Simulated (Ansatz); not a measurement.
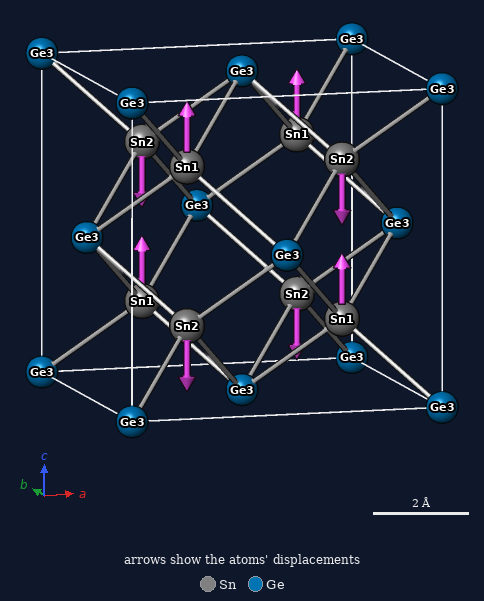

One vibrational mode of crystalline Sn₂Ge (a generated structure) at the zone centre. Displacements are drawn as pink arrows; their common scale and sign are arbitrary. Style: ball-and-stick. Shown: the conventional cell (4 times the calculation's cell), slightly off an axis. Lengths and directions refer to the drawn axes.

These are results of Ansatz, DFT LDA, scalar-relativistic, plane waves, PAW, not measurements. Settings: plane-wave cutoff 420 eV; k-point mesh 12 × 12 × 12; occupations fermi dirac; smearing width 0.15 eV; no spin polarisation.

The frequencies depend somewhat on the k-mesh and the smearing.

> What mode is this, and where does it lie in the spectrum?

This is the T₂g mode (triply degenerate; one member of the set is drawn) at 91 cm⁻¹, the lowest optical level, Raman-active by symmetry. The Ge atoms stay at rest; all motion is along c; atoms of one kind move against one another, with no net shift of their sublattice.
